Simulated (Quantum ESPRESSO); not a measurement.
Relaxation of cell and atoms of Sc (part 1 of 2)

- system: Sc (P6₃/mmc, 2 atoms in the cell)
- method: Kohn-Sham DFT of a periodic cell, PBE, SSSP 1.3 efficiency PBE, no spin polarisation (Quantum ESPRESSO 7.5)

The structure derives from an entry of the Crystallography Open Database.

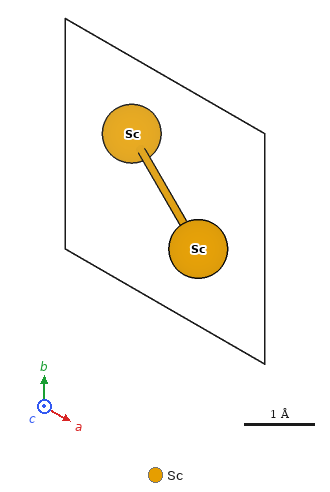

*The structure as given in the input (ball-and-stick view of the cell of the calculation, along the c axis). An atom can appear more than once, as a periodic image.*

Input file
```
&CONTROL
  calculation = 'vc-relax'
  prefix = 'pwscf'
  outdir = './tmp'
  pseudo_dir = './pseudo'
  tprnfor = .true.
  tstress = .true.
  disk_io = 'low'
  nstep = 40
  forc_conv_thr = 0.0004
  etot_conv_thr = 1d-05
/
&SYSTEM
  ibrav = 0
  nat = 2
  ntyp = 1
  ecutwfc = 69
  nbnd = 18
  occupations = 'smearing'
  smearing = 'fd'
  degauss = 0.00367493
/
&ELECTRONS
  conv_thr = 4d-10
  electron_maxstep = 120
  mixing_beta = 0.5
/
&IONS
  ion_dynamics = 'bfgs'
/
&CELL
  cell_dynamics = 'bfgs'
  press = 50
  press_conv_thr = 0.3
/
ATOMIC_SPECIES
Sc    44.9559 Sc_ONCV_PBE-1.0.oncvpsp.upf
CELL_PARAMETERS angstrom
   3.3090000000    0.0000000000    0.0000000000
  -1.6545000000    2.8656780611    0.0000000000
   0.0000000000    0.0000000000    5.2733000000
ATOMIC_POSITIONS angstrom
Sc     1.6545000002    0.9552260203    3.9549750000
Sc    -0.0000000002    1.9104520408    1.3183250000
K_POINTS automatic
9 9 5 0 0 0
```

Launched with:
```bash
OMP_NUM_THREADS=1 pw.x -in pw.in > pw.out
```

Log
```
This program is part of the open-source Quantum ESPRESSO suite
     for quantum simulation of materials; please cite
         "P. Giannozzi et al., J. Phys.:Condens. Matter 21 395502 (2009);
         "P. Giannozzi et al., J. Phys.:Condens. Matter 29 465901 (2017);
         "P. Giannozzi et al., J. Chem. Phys. 152 154105 (2020);
          URL
     in publications or presentations arising from this work. More details at

     Message from routine setup:
     using ibrav=0 with symmetry is DISCOURAGED, use correct ibrav instead

     G-vector sticks info
     --------------------
     sticks:   dense  smooth     PW     G-vecs:    dense   smooth      PW
     Sum         745     745    211                26141    26141    4127

     Using Slab Decomposition

     bravais-lattice index     =            0
     lattice parameter (alat)  =       6.2531  a.u.
     unit-cell volume          =     337.4452 (a.u.)^3
     number of atoms/cell      =            2
     number of atomic types    =            1
     number of electrons       =        22.00
     number of Kohn-Sham states=           18
     kinetic-energy cutoff     =      69.0000  Ry
     charge density cutoff     =     276.0000  Ry
     scf convergence threshold =      4.0E-10
     mixing beta               =       0.5000
     number of iterations used =            8  plain     mixing
     energy convergence thresh.=      1.0E-05
     force convergence thresh. =      4.0E-04
     press convergence thresh. =      3.0E-01
     Exchange-correlation= PBE
                           (   1   4   3   4   0   0   0)
     nstep                     =           40

     celldm(1)=   6.253104  celldm(2)=   0.000000  celldm(3)=   0.000000
     celldm(4)=   0.000000  celldm(5)=   0.000000  celldm(6)=   0.000000

     crystal axes: (cart. coord. in units of alat)
               a(1) = (   1.000000   0.000000   0.000000 )
               a(2) = (  -0.500000   0.866025   0.000000 )
               a(3) = (   0.000000   0.000000   1.593623 )

     reciprocal axes: (cart. coord. in units 2 pi/alat)
               b(1) = (  1.000000  0.577350 -0.000000 )
               b(2) = (  0.000000  1.154701  0.000000 )
               b(3) = (  0.000000 -0.000000  0.627501 )

     PseudoPot. # 1 for Sc read from file:
     Sc_ONCV_PBE-1.0.oncvpsp.upf
     Pseudo is Norm-conserving, Zval = 11.0
     Generated using ONCVPSP code by D. R. Hamann
     Using radial grid of 1662 points,  6 beta functions with:
                l(1) =   0
                l(2) =   0
                l(3) =   1
                l(4) =   1
                l(5) =   2
                l(6) =   2

     atomic species   valence    mass     pseudopotential
     Sc               11.00    44.95590     Sc( 1.00)

     24 Sym. Ops., with inversion, found (12 have fractional translation)

   Cartesian axes

     site n.     atom                  positions (alat units)
         1        Sc     tau(   1) = (   0.5000000   0.2886751   1.1952176  )
         2        Sc     tau(   2) = (  -0.0000000   0.5773503   0.3984059  )

     number of k points=    36  Fermi-Dirac smearing, width (Ry)=  0.0037
                       cart. coord. in units 2pi/alat
        k(    1) = (   0.0000000   0.0000000   0.0000000), wk =   0.0049383
        k(    2) = (   0.0000000   0.0000000   0.1255002), wk =   0.0098765
        k(    3) = (   0.0000000   0.0000000   0.2510003), wk =   0.0098765
        k(    4) = (   0.0000000   0.1283001   0.0000000), wk =   0.0296296
        k(    5) = (   0.0000000   0.1283001   0.1255002), wk =   0.0592593
        k(    6) = (   0.0000000   0.1283001   0.2510003), wk =   0.0592593
        k(    7) = (   0.0000000   0.2566001   0.0000000), wk =   0.0296296
        k(    8) = (   0.0000000   0.2566001   0.1255002), wk =   0.0592593
        k(    9) = (   0.0000000   0.2566001   0.2510003), wk =   0.0592593
        k(   10) = (   0.0000000   0.3849002   0.0000000), wk =   0.0296296
        k(   11) = (   0.0000000   0.3849002   0.1255002), wk =   0.0592593
        k(   12) = (   0.0000000   0.3849002   0.2510003), wk =   0.0592593
        k(   13) = (   0.0000000   0.5132002   0.0000000), wk =   0.0296296
        k(   14) = (   0.0000000   0.5132002   0.1255002), wk =   0.0592593
        k(   15) = (   0.0000000   0.5132002   0.2510003), wk =   0.0592593
        k(   16) = (   0.1111111   0.1924501   0.0000000), wk =   0.0296296
        k(   17) = (   0.1111111   0.1924501   0.1255002), wk =   0.0592593
        k(   18) = (   0.1111111   0.1924501   0.2510003), wk =   0.0592593
        k(   19) = (   0.1111111   0.3207501   0.0000000), wk =   0.0592593
        k(   20) = (   0.1111111   0.3207501   0.1255002), wk =   0.1185185
        k(   21) = (   0.1111111   0.3207501   0.2510003), wk =   0.1185185
        k(   22) = (   0.1111111   0.4490502   0.0000000), wk =   0.0592593
        k(   23) = (   0.1111111   0.4490502   0.1255002), wk =   0.1185185
        k(   24) = (   0.1111111   0.4490502   0.2510003), wk =   0.1185185
        k(   25) = (   0.1111111   0.5773503   0.0000000), wk =   0.0296296
        k(   26) = (   0.1111111   0.5773503   0.1255002), wk =   0.0592593
        k(   27) = (   0.1111111   0.5773503   0.2510003), wk =   0.0592593
        k(   28) = (   0.2222222   0.3849002   0.0000000), wk =   0.0296296
        k(   29) = (   0.2222222   0.3849002   0.1255002), wk =   0.0592593
        k(   30) = (   0.2222222   0.3849002   0.2510003), wk =   0.0592593
        k(   31) = (   0.2222222   0.5132002   0.0000000), wk =   0.0592593
        k(   32) = (   0.2222222   0.5132002   0.1255002), wk =   0.1185185
        k(   33) = (   0.2222222   0.5132002   0.2510003), wk =   0.1185185
        k(   34) = (   0.3333333   0.5773503   0.0000000), wk =   0.0098765
        k(   35) = (   0.3333333   0.5773503   0.1255002), wk =   0.0197531
        k(   36) = (   0.3333333   0.5773503   0.2510003), wk =   0.0197531

     Dense  grid:    26141 G-vectors     FFT dimensions: (  36,  36,  54)

     Initial potential from superposition of free atoms

     starting charge      21.9947, renormalised to      22.0000
     Starting wfcs are   20 randomized atomic wfcs

     Self-consistent Calculation

     iteration #  1     ecut=    69.00 Ry     beta= 0.50
     Davidson diagonalization with overlap
     ethr =  1.00E-02,  avg # of iterations =  2.9

     Threshold (ethr) on eigenvalues was too large:
     Diagonalizing with lowered threshold

     Davidson diagonalization with overlap
     ethr =  3.78E-05,  avg # of iterations =  4.6

     total energy              =    -183.72665481 Ry
     estimated scf accuracy    <       0.02353955 Ry

     iteration #  2     ecut=    69.00 Ry     beta= 0.50
     Davidson diagonalization with overlap
     ethr =  1.07E-04,  avg # of iterations =  1.9

     total energy              =    -183.73039184 Ry
     estimated scf accuracy    <       0.00101893 Ry

     iteration #  3     ecut=    69.00 Ry     beta= 0.50
     Davidson diagonalization with overlap
     ethr =  4.63E-06,  avg # of iterations =  4.2

     total energy              =    -183.73060286 Ry
     estimated scf accuracy    <       0.00021859 Ry

     iteration #  4     ecut=    69.00 Ry     beta= 0.50
     Davidson diagonalization with overlap
     ethr =  9.94E-07,  avg # of iterations =  3.3

     total energy              =    -183.73060862 Ry
     estimated scf accuracy    <       0.00008247 Ry

     iteration #  5     ecut=    69.00 Ry     beta= 0.50
     Davidson diagonalization with overlap
     ethr =  3.75E-07,  avg # of iterations =  2.9

     total energy              =    -183.73063400 Ry
     estimated scf accuracy    <       0.00002297 Ry

     iteration #  6     ecut=    69.00 Ry     beta= 0.50
     Davidson diagonalization with overlap
     ethr =  1.04E-07,  avg # of iterations =  2.0

     total energy              =    -183.73063793 Ry
     estimated scf accuracy    <       0.00000014 Ry

     iteration #  7     ecut=    69.00 Ry     beta= 0.50
     Davidson diagonalization with overlap
     ethr =  6.35E-10,  avg # of iterations =  5.1

     total energy              =    -183.73063816 Ry
     estimated scf accuracy    <       0.00000004 Ry

     iteration #  8     ecut=    69.00 Ry     beta= 0.50
     Davidson diagonalization with overlap
     ethr =  1.87E-10,  avg # of iterations =  2.1

     total energy              =    -183.73063817 Ry
     estimated scf accuracy    <          4.9E-10 Ry

     iteration #  9     ecut=    69.00 Ry     beta= 0.50
     Davidson diagonalization with overlap
     ethr =  2.24E-12,  avg # of iterations =  5.1

     End of self-consistent calculation

          k = 0.0000 0.0000 0.0000 (  3273 PWs)   bands (ev):

   -40.2020 -40.1412 -18.9958 -18.6750 -18.6750 -18.6187 -18.6187 -18.6019
     4.1868   7.6304   9.7012  10.8771  10.8771  10.9912  11.2838  11.2838
    11.6458  11.6458

          k = 0.0000 0.0000 0.1255 (  3278 PWs)   bands (ev):

   -40.1962 -40.1470 -18.9592 -18.6696 -18.6696 -18.6406 -18.6241 -18.6241
     4.4433   7.2146   9.7035  10.7944  10.7944  10.8255  11.1524  11.1524
    11.8988  11.8988

          k = 0.0000 0.0000 0.2510 (  3254 PWs)   bands (ev):

   -40.1811 -40.1623 -18.8626 -18.7409 -18.6556 -18.6556 -18.6382 -18.6382
     5.1683   6.2090   9.9532  10.4096  10.7676  10.7676  10.9120  10.9120
    12.3652  12.3653

          k = 0.0000 0.1283 0.0000 (  3291 PWs)   bands (ev):

   -40.1965 -40.1390 -18.9808 -18.7056 -18.6851 -18.6506 -18.6231 -18.6083
     4.4535   7.8554   9.5080  10.4758  11.0694  11.1021  11.2861  11.4443
    11.4570  11.4931

          k = 0.0000 0.1283 0.1255 (  3276 PWs)   bands (ev):

   -40.1910 -40.1445 -18.9483 -18.6985 -18.6792 -18.6742 -18.6291 -18.6262
     4.7034   7.4356   9.5266  10.4953  10.8721  10.9484  11.0596  11.2987
    11.8217  11.8492

          k = 0.0000 0.1283 0.2510 (  3270 PWs)   bands (ev):

   -40.1767 -40.1589 -18.8626 -18.7562 -18.6784 -18.6638 -18.6530 -18.6446
     5.4112   6.4331   9.8204  10.3332  10.6082  10.8346  10.9119  11.0588
    12.3211  12.3715

          k = 0.0000 0.2566 0.0000 (  3270 PWs)   bands (ev):

   -40.1821 -40.1338 -18.9397 -18.7840 -18.7290 -18.7097 -18.6352 -18.6275
     5.2078   8.3869   9.1271   9.8886  10.7688  11.0773  11.1772  11.6099
    11.7100  11.9300

          k = 0.0000 0.2566 0.1255 (  3263 PWs)   bands (ev):

   -40.1775 -40.1384 -18.9229 -18.7706 -18.7492 -18.7026 -18.6424 -18.6385
     5.4345   7.9676   9.2016   9.9567  10.6835  10.8894  11.1502  11.6662
    11.9503  11.9613

          k = 0.0000 0.2566 0.2510 (  3268 PWs)   bands (ev):

   -40.1655 -40.1506 -18.8764 -18.8134 -18.7206 -18.6841 -18.6724 -18.6611
     6.0779   7.0152   9.5566   9.9921  10.3971  10.6400  11.2218  11.4404
    12.3235  12.4584

          k = 0.0000 0.3849 0.0000 (  3258 PWs)   bands (ev):

   -40.1643 -40.1294 -18.8838 -18.8743 -18.8145 -18.7364 -18.6586 -18.6500
     6.3011   8.6824   8.8028   9.3837  10.7287  10.7330  10.8836  12.3432
    12.3604  12.5528

          k = 0.0000 0.3849 0.1255 (  3258 PWs)   bands (ev):

   -40.1610 -40.1327 -18.9208 -18.8468 -18.8035 -18.7282 -18.6601 -18.6583
     6.4734   8.3285   8.9828   9.4801  10.4920  10.7935  11.0081  12.3019
    12.4086  12.4820

          k = 0.0000 0.3849 0.2510 (  3270 PWs)   bands (ev):

   -40.1523 -40.1415 -18.9240 -18.8917 -18.7340 -18.7067 -18.6814 -18.6800
     6.9575   7.6461   9.3291   9.5766  10.3380  10.5408  11.3591  11.8554
    12.6310  12.6918

          k = 0.0000 0.5132 0.0000 (  3258 PWs)   bands (ev):

   -40.1507 -40.1284 -18.9336 -18.8687 -18.8343 -18.7533 -18.6919 -18.6601
     7.4175   8.4140   8.6297   9.0474  10.5175  10.7146  10.9947  12.9357
    13.0947  13.2036

          k = 0.0000 0.5132 0.1255 (  3267 PWs)   bands (ev):

   -40.1485 -40.1306 -18.9566 -18.8971 -18.7903 -18.7445 -18.6837 -18.6690
     7.4642   8.2510   8.8550   9.1235  10.5585  10.8425  10.8764  12.7480
    12.9739  13.1590

          k = 0.0000 0.5132 0.2510 (  3277 PWs)   bands (ev):

   -40.1430 -40.1361 -18.9686 -18.9441 -18.7264 -18.7213 -18.6925 -18.6876
     7.6368   7.9362   9.2240   9.3352  10.5045  10.5686  11.3401  12.0290
    13.0274  13.0651

          k = 0.1111 0.1925 0.0000 (  3269 PWs)   bands (ev):

   -40.1866 -40.1353 -18.9527 -18.7516 -18.7277 -18.6830 -18.6373 -18.6211
     4.9653   8.2463   9.2373  10.0342  10.8663  11.0840  11.3620  11.4624
    11.4777  11.8458

          k = 0.1111 0.1925 0.1255 (  3263 PWs)   bands (ev):

   -40.1817 -40.1402 -18.9297 -18.7392 -18.7375 -18.6924 -18.6439 -18.6322
     5.2006   7.8224   9.2896  10.0954  10.7812  10.8925  11.1470  11.5125
    11.8138  11.9764

          k = 0.1111 0.1925 0.2510 (  3266 PWs)   bands (ev):

   -40.1689 -40.1531 -18.8687 -18.7928 -18.7075 -18.6873 -18.6605 -18.6602
     5.8688   6.8414   9.6343  10.1182  10.4234  10.6731  11.1511  11.3109
    12.2829  12.4550

          k = 0.1111 0.3208 0.0000 (  3271 PWs)   bands (ev):

   -40.1704 -40.1306 -18.9038 -18.8288 -18.7953 -18.7225 -18.6583 -18.6468
     5.9003   8.7304   8.9317   9.4967  10.6702  10.7058  11.0781  11.8651
    12.1451  12.4837

          k = 0.1111 0.3208 0.1255 (  3266 PWs)   bands (ev):

   -40.1666 -40.1344 -18.9098 -18.8200 -18.7863 -18.7253 -18.6674 -18.6471
     6.1000   8.3238   9.0704   9.5839  10.5219  10.7611  11.0413  11.8665
    12.2852  12.4162

          k = 0.1111 0.3208 0.2510 (  3258 PWs)   bands (ev):

   -40.1567 -40.1444 -18.8978 -18.8594 -18.7338 -18.7149 -18.6846 -18.6660
     6.6654   7.4850   9.4264   9.7129  10.2793  10.4762  11.3023  11.6645
    12.5447  12.6068

          k = 0.1111 0.4491 0.0000 (  3250 PWs)   bands (ev):

   -40.1542 -40.1283 -18.9030 -18.8481 -18.8470 -18.7585 -18.6819 -18.6753
     7.0467   8.7104   8.7288   9.1235  10.4879  10.7517  10.8891  12.4516
    12.8064  13.1204

          k = 0.1111 0.4491 0.1255 (  3259 PWs)   bands (ev):

   -40.1517 -40.1308 -18.9306 -18.8767 -18.7977 -18.7504 -18.6908 -18.6672
     7.1693   8.4400   8.9337   9.2570  10.3904  10.6532  10.9880  12.3829
    12.7460  12.9151

          k = 0.1111 0.4491 0.2510 (  3268 PWs)   bands (ev):

   -40.1453 -40.1373 -18.9430 -18.9194 -18.7529 -18.7258 -18.7006 -18.6711
     7.5115   7.9871   9.2775   9.4458  10.2320  10.3414  11.3504  11.9042
    12.7530  13.1502

          k = 0.1111 0.5774 0.0000 (  3262 PWs)   bands (ev):

   -40.1464 -40.1289 -18.9323 -18.8672 -18.8168 -18.7724 -18.7050 -18.6820
     7.8567   8.3700   8.6610   8.9466  10.4536  10.5777  11.0809  12.9455
    13.0199  13.1312

          k = 0.1111 0.5774 0.1255 (  3268 PWs)   bands (ev):

   -40.1447 -40.1305 -18.9519 -18.8960 -18.7942 -18.7497 -18.7059 -18.6775
     7.8413   8.3106   8.8913   9.0224  10.4375  10.5202  11.1101  12.7006
    12.9251  13.1247

          k = 0.1111 0.5774 0.2510 (  3272 PWs)   bands (ev):

   -40.1403 -40.1349 -18.9646 -18.9424 -18.7619 -18.7291 -18.7019 -18.6742
     7.9134   8.1116   9.2896   9.3152  10.2461  10.2856  11.4415  12.0168
    12.9238  13.0963

          k = 0.2222 0.3849 0.0000 (  3272 PWs)   bands (ev):

   -40.1555 -40.1284 -18.8665 -18.8533 -18.8502 -18.7555 -18.6995 -18.6782
     6.9168   8.8104   8.9735   9.0725  10.3940  10.8008  10.8044  12.1359
    12.7780  13.0416

          k = 0.2222 0.3849 0.1255 (  3266 PWs)   bands (ev):

   -40.1529 -40.1310 -18.9033 -18.8749 -18.7839 -18.7695 -18.7058 -18.6654
     7.0685   8.5982   9.0959   9.1684  10.3348  10.5890  10.8876  12.1269
    12.6628  12.9391

          k = 0.2222 0.3849 0.2510 (  3267 PWs)   bands (ev):

   -40.1461 -40.1377 -18.9200 -18.9023 -18.7670 -18.7502 -18.6968 -18.6660
     7.4901   8.0715   9.3737   9.3992  10.1325  10.1945  11.2167  11.7631
    12.7224  13.1686

          k = 0.2222 0.5132 0.0000 (  3266 PWs)   bands (ev):

   -40.1432 -40.1295 -18.9029 -18.8497 -18.8035 -18.7998 -18.7277 -18.7155
     7.9557   8.7284   8.7804   8.8949  10.3022  10.4701  11.1346  12.5563
    13.0062  13.0128

          k = 0.2222 0.5132 0.1255 (  3268 PWs)   bands (ev):

   -40.1419 -40.1308 -18.9165 -18.8819 -18.8202 -18.7576 -18.7341 -18.6881
     8.0335   8.6323   8.9043   9.0822  10.1953  10.2646  11.1666  12.4938
    12.6716  13.1118

          k = 0.2222 0.5132 0.2510 (  3263 PWs)   bands (ev):

   -40.1385 -40.1342 -18.9337 -18.9200 -18.8073 -18.7763 -18.6900 -18.6700
     8.2335   8.4635   9.2372   9.4208   9.8059   9.9285  11.3738  11.8598
    12.8059  13.0925

          k = 0.3333 0.5774 0.0000 (  3264 PWs)   bands (ev):

   -40.1344 -40.1344 -18.8900 -18.8311 -18.8311 -18.7662 -18.7573 -18.7573
     8.6272   8.6272   8.7071   8.8428  10.2694  10.2694  11.2899  12.7742
    12.7742  12.9630

          k = 0.3333 0.5774 0.1255 (  3264 PWs)   bands (ev):

   -40.1344 -40.1344 -18.8783 -18.8714 -18.8714 -18.7782 -18.7164 -18.7164
     8.7484   8.7484   8.7557   8.8792  10.0746  10.0746  11.2961  12.5249
    12.8220  12.8220

          k = 0.3333 0.5774 0.2510 (  3279 PWs)   bands (ev):

   -40.1344 -40.1344 -18.9097 -18.9097 -18.8476 -18.8093 -18.6772 -18.6772
     8.8604   8.9174   9.0590   9.0590   9.6617   9.6617  11.4304  11.8617
    12.8595  12.8595

     the Fermi energy is     9.2860 ev

!    total energy              =    -183.73063817 Ry
     estimated scf accuracy    <          2.1E-10 Ry
     smearing contrib. (-TS)   =      -0.00265184 Ry
     internal energy E=F+TS    =    -183.72798633 Ry
```
